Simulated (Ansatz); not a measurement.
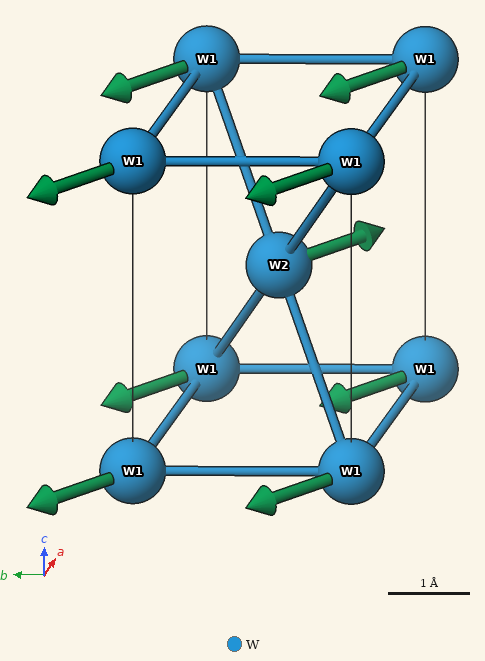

Lattice vibrations of solid W, at the zone centre of a doubled cell. The levels lie at 127, 149, 224 cm⁻¹. One mode is drawn. The green arrows are the displacements of the atoms (eigenvector over the root of the mass), of arbitrary overall length and sign. The picture is a ball-and-stick view of the cell of the calculation, seen from a free direction.

All numbers below come from DFT PBEsol, scalar-relativistic, plane waves, PAW in Ansatz. Settings: plane-wave cutoff 420 eV; k-point mesh 24 × 24 × 14; occupations gaussian; smearing width 0.15 eV; no spin polarisation.

Which of these frequencies is the drawn mode's?

Answer. The level at 149 cm⁻¹. This is a non-degenerate mode, level 2 of 3, counted from below (the three translations aside). All motion is along [1 −1 0] of the drawn cell; atoms of one kind move against one another, with no net shift of their sublattice. It changes sign from one half of the doubled cell to the other: it belongs to the zone boundary, q = (0, 0, 1/2) in the reciprocal vectors of the undoubled cell.
